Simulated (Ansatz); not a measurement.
# Run report: Ir, single-point calculation (part 2 of 2)

Continued. System: Ir (slab, 12 atoms in the cell). Method: DFT PBE+D3(BJ), scalar-relativistic, plane waves, PAW, no spin polarisation (Ansatz 0.2.0); cutoff 420 eV, 4×4×1 k-mesh, Gaussian smearing of 0.1 eV. The structure derives from an entry of the Crystallography Open Database. It belongs to a series of runs on one base structure; here: the slab at its places in the relaxed adsorbed structure.

Geometry of the input (Å; fractional positions):
```
5.4313  0.0000  0.0000
-2.7157  4.7037  0.0000
0.0000  0.0000  23.7427
Ir 0.3333  0.1667  0.3369
Ir 0.3333  0.6667  0.3369
Ir 0.8333  0.1667  0.3369
Ir 0.8333  0.6667  0.3369
Ir 0.6672  0.3360  0.4287
Ir 0.6700  0.8380  0.4303
Ir 0.1657  0.3323  0.4292
Ir 0.1675  0.8378  0.4300
Ir -0.0022  0.5063  0.5215
Ir 0.0051  0.0142  0.5317
Ir 0.5053  0.5062  0.5217
Ir 0.5051  0.0146  0.5235
```

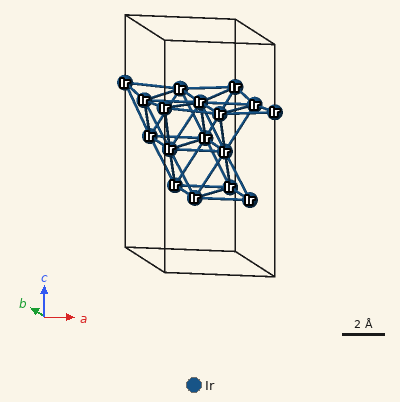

**Figure 1.** The structure (ball-and-stick view of the cell of the calculation, with the vacuum cut short, seen slightly off an axis). An atom can appear more than once, as a periodic image.

Output, continued
```
--- Per-component energies (eV) ---
  E_band       = -5486.544510
  E_kinetic    = 7450.026139
  E_local      = -322622.935942  (includes V_loc(G=0)·N_el)
  E_nonlocal   = 876.662177
  E_hartree    = 157586.333771
  E_xc         = -3200.477018
  E_vxc        = -3580.237370  (∫ρ·V_xc dr)
  E_paw        = -110680.715681  (= ΣΔE_a)
  E_vpaw       = -2782.651927  (= ΣTr[D̂ρ^β])
  E_aug_tail   = 0.000682  (compensation charges beyond the density's cutoff)
  E_efield     = 0.000001  (sawtooth field / dipole correction)
  E_vefield    = -0.012747  (∫n·V_field dr)
  E_ewald      = 127375.073113
  E_disp       = -5.733778  (pairwise vdW)
  E_smearing   = -0.101394  (= −TS)
  E_closure    = 0.000000  (closes the sum)
  Σ components = -143221.867930   (vs F -143221.867930, Δ=0.00e0)
--- Forces (eV/Å), atoms counted from 1 ---
  atom   1  Ir    -0.10178250    -0.06115515     0.17786896
  atom   2  Ir     0.00723505     0.06260385     0.56442383
  atom   3  Ir     0.08989608    -0.07597243     0.19959266
  atom   4  Ir    -0.01402577     0.19466411     0.28909645
  atom   5  Ir     0.00996432     0.05391226     0.42240875
  atom   6  Ir    -0.13903867    -0.04951986     0.24744634
  atom   7  Ir    -0.00908455     0.27997391     0.40937334
  atom   8  Ir     0.10506877    -0.05765769     0.26381059
  atom   9  Ir     0.24697597     0.14034481    -0.02757688
  atom  10  Ir     0.01238483    -0.22771353    -1.92490112
  atom  11  Ir    -0.22989343     0.12996015    -0.06947256
  atom  12  Ir     0.02229987    -0.38944069    -0.55205791
  max |Σ_I F_I| component: 1.24e-5 eV/Å
--- Band table (eV; the first three rows and the last of 10) ---
  k-point 0: bands = ["-89.6427", "-89.4962", "-89.4531", "-89.4378", "-89.1093", "-89.0678", "-89.0489", "-89.0479", "-89.0458", "-89.0212", "-88.9902", "-88.7921", "-46.7641", "-46.7574", "-46.6739", "-46.6592", "-46.5080", "-46.4641", "-46.4469", "-46.2764", "-46.2745", "-46.2720", "-46.2455", "-46.2389", "-46.2263", "-46.1771", "-46.1246", "-46.1163", "-46.0891", "-46.0604", "-45.8732", "-45.8526", "-45.8455", "-45.8304", "-45.8195", "-45.8043", "-45.7915", "-45.7849", "-45.7601", "-45.7538", "-45.7439", "-45.7278", "-45.7241", "-45.7006", "-45.6994", "-45.5735", "-45.5655", "-45.4831", "-6.7253", "-4.7628", "-4.3647", "-4.0322", "-4.0108", "-3.9871", "-3.7110", "-3.7068", "-3.6899", "-3.1647", "-3.1504", "-3.1381", "-2.9091", "-2.8430", "-2.8379", "-1.3567", "-1.2679", "-1.2648", "-0.7411", "-0.6937", "-0.6765", "-0.5136", "-0.3383", "-0.3268", "-0.1801", "0.0727", "0.0990", "0.1571", "0.2663", "0.2944", "0.4650", "0.4689", "0.6813", "0.6904", "0.8410", "2.0788", "2.0999", "2.1157", "2.1334", "2.1790", "2.1839", "2.1870", "2.2773", "2.3349", "2.9713", "3.0132", "3.4071", "3.6268", "3.6347", "3.7154", "3.7189", "3.7479", "3.8567", "3.9554", "3.9971", "4.2943", "4.3539", "4.3717", "4.3882", "4.4340", "4.4391", "4.8321", "4.8402", "4.8460", "4.9081", "4.9129", "4.9585", "6.4488", "6.5002", "6.5515", "6.8243", "6.8285", "6.8352", "8.3823", "8.6089"]
  k-point 1: bands = ["-89.6419", "-89.4937", "-89.4564", "-89.4378", "-89.1053", "-89.0683", "-89.0498", "-89.0475", "-89.0464", "-89.0212", "-88.9924", "-88.7924", "-46.7223", "-46.6821", "-46.6585", "-46.6043", "-46.4906", "-46.4501", "-46.4276", "-46.3326", "-46.2970", "-46.2385", "-46.2259", "-46.1964", "-46.1943", "-46.1743", "-46.1429", "-46.0870", "-46.0804", "-46.0761", "-45.8993", "-45.8810", "-45.8536", "-45.8289", "-45.8197", "-45.8184", "-45.7974", "-45.7927", "-45.7847", "-45.7759", "-45.7620", "-45.7574", "-45.7380", "-45.7251", "-45.7202", "-45.6394", "-45.5804", "-45.4826", "-6.1377", "-4.1838", "-3.9967", "-3.7951", "-3.5457", "-3.5374", "-3.4819", "-3.3498", "-3.2854", "-2.9777", "-2.8609", "-2.8395", "-2.5836", "-2.3276", "-2.2458", "-1.3746", "-1.2506", "-1.1704", "-0.9982", "-0.6796", "-0.5895", "-0.4716", "-0.4593", "-0.4440", "-0.3550", "-0.3258", "0.1076", "0.1387", "0.2150", "0.3324", "0.3538", "0.4789", "0.5934", "0.6039", "0.9513", "1.2186", "1.3441", "1.3966", "1.4558", "1.7753", "1.8434", "1.8858", "2.0563", "2.0997", "2.1375", "2.2897", "2.4016", "2.4569", "2.9966", "3.1108", "3.2069", "3.2343", "3.2750", "3.4160", "3.4524", "3.6329", "3.7339", "3.7513", "3.8083", "3.9783", "4.0494", "4.1033", "4.3052", "4.3500", "4.4776", "5.9752", "6.0950", "6.1475", "6.6594", "6.8147", "6.8485", "8.2500", "8.4323", "8.7845", "9.0920"]
  k-point 2: bands = ["-89.6411", "-89.4906", "-89.4603", "-89.4378", "-89.1005", "-89.0693", "-89.0535", "-89.0477", "-89.0436", "-89.0212", "-88.9949", "-88.7928", "-46.6696", "-46.6472", "-46.5364", "-46.5231", "-46.4790", "-46.4536", "-46.4110", "-46.3877", "-46.3589", "-46.3478", "-46.2208", "-46.1676", "-46.1483", "-46.0983", "-46.0963", "-46.0239", "-46.0116", "-45.9821", "-45.9711", "-45.9593", "-45.9437", "-45.9017", "-45.8867", "-45.8347", "-45.8111", "-45.7885", "-45.7808", "-45.7736", "-45.7713", "-45.7697", "-45.7645", "-45.7293", "-45.7235", "-45.7130", "-45.5982", "-45.4826", "-4.8436", "-4.7033", "-3.3233", "-3.2192", "-2.9359", "-2.9086", "-2.8604", "-2.7478", "-2.7316", "-2.6737", "-2.2432", "-2.1097", "-1.9062", "-1.8328", "-1.7557", "-1.5805", "-1.3706", "-1.3553", "-1.3327", "-1.1381", "-1.0009", "-0.8471", "-0.5670", "-0.3927", "-0.2053", "-0.1751", "-0.0804", "0.0237", "0.0851", "0.1740", "0.2267", "0.3090", "0.3276", "0.4149", "0.4939", "0.5148", "0.5436", "0.6262", "0.8626", "1.0051", "1.3630", "1.4336", "1.5054", "1.6656", "1.6746", "1.7972", "1.9880", "2.0333", "2.1695", "2.3214", "2.3875", "2.5802", "2.7881", "2.7915", "2.8786", "2.9530", "3.0500", "3.1116", "3.6137", "3.7410", "3.9745", "4.1250", "4.3571", "4.5009", "5.3530", "5.4680", "6.4709", "6.5298", "7.1477", "7.1537", "8.1198", "8.2520", "8.8042", "8.9841", "9.9129"]
  k-point 9: bands = ["-89.6409", "-89.4941", "-89.4502", "-89.4446", "-89.1005", "-89.0688", "-89.0546", "-89.0470", "-89.0374", "-89.0305", "-88.9916", "-88.7929", "-46.6676", "-46.6461", "-46.5791", "-46.5149", "-46.4792", "-46.4428", "-46.4171", "-46.3966", "-46.3391", "-46.3095", "-46.2101", "-46.1632", "-46.1625", "-46.1254", "-46.0870", "-46.0325", "-46.0041", "-45.9840", "-45.9654", "-45.9573", "-45.9428", "-45.9094", "-45.8822", "-45.8343", "-45.8143", "-45.7952", "-45.7815", "-45.7772", "-45.7717", "-45.7648", "-45.7605", "-45.7368", "-45.7141", "-45.7063", "-45.6095", "-45.4829", "-4.8282", "-4.7331", "-3.3079", "-3.2267", "-2.9344", "-2.8957", "-2.8684", "-2.7839", "-2.7544", "-2.7056", "-2.2145", "-2.1362", "-1.8718", "-1.8253", "-1.7256", "-1.5968", "-1.3649", "-1.3340", "-1.2837", "-1.1285", "-0.9766", "-0.8743", "-0.4993", "-0.3966", "-0.1192", "-0.1111", "-0.0519", "0.0167", "0.0776", "0.1514", "0.2645", "0.2978", "0.3090", "0.4072", "0.4362", "0.4807", "0.5480", "0.6061", "0.8068", "0.9747", "1.3947", "1.4393", "1.4689", "1.6294", "1.6936", "1.8292", "1.9848", "2.0103", "2.2160", "2.3146", "2.4230", "2.5395", "2.8012", "2.8155", "2.8488", "2.9517", "3.0064", "3.0520", "3.6441", "3.7476", "4.0082", "4.1268", "4.3363", "4.4469", "5.3587", "5.4128", "6.4642", "6.5263", "7.1263", "7.1531", "8.0866", "8.1795", "8.8462", "8.9688", "9.9139"]
```

Results in brief

| quantity | value |
| --- | --- |
| outcome | converged |
| electrons treated | 204 |
| free energy | −143221.8679 eV |
| work function, top face | 5.38 eV |
| work function, bottom face | 5.37 eV |
| Fermi energy | 3.341 eV |
| gap on the k-point mesh | none (metallic) |
| work function (upper face) | 5.38 eV |
| largest force (length of the vector) | 1.938 eV/Å |
| hardware | 4 threads of Arm Neoverse V1, 24 GiB of memory available, shared host |
| wall time | 20 s (CPU time 74 s) |
| peak memory | 1.7 GiB |

Notes

Spin–orbit coupling is left out, which matters for Ir.
